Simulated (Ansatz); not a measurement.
Structure data:

```xyz
8
Lattice="4.4141 0.0000 0.0000 0.0000 4.4141 0.0000 0.0000 0.0000 4.4141" Properties=species:S:1:pos:R:3 pbc="T T T"
Ga    0.0000    0.0000    0.0000
N     1.1035    1.1035    1.1035
Ga    0.0000    2.2071    2.2071
N     1.1035    3.3106    3.3106
Ga    2.2071    0.0000    2.2071
N     3.3106    1.1035    3.3106
Ga    2.2071    2.2071    0.0000
N     3.3106    3.3106    1.1035
```

**Describe what this structure looks like.**

The solid is GaN. Space group: F-43m (No. 216). Lattice: face-centred cubic. In terms of structure types, this is zinc blende (sphalerite type). The cell comprises 4 formula units: 4 Ga, 4 N. Each Ga has four N in a tetrahedral arrangement at 1.91 Å. Each N atom is coordinated by four Ga in a tetrahedral arrangement at 1.91 Å. The bonds build a three-dimensional framework.

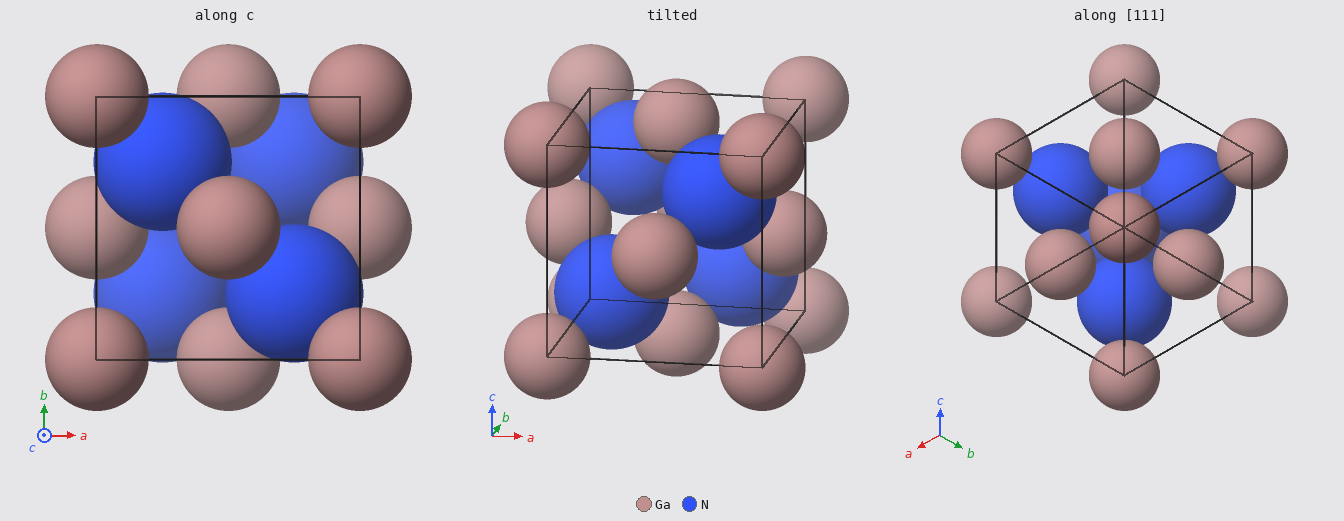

We look at a space-filling model of the crystal along the c axis, slightly off an axis and along [111]. One conventional unit cell is framed, with atoms on its boundary repeated.

It goes back to a structure listed in the Materials Project. The cell was then strained or its atoms displaced on purpose. It was the input of a calculation with Ansatz.
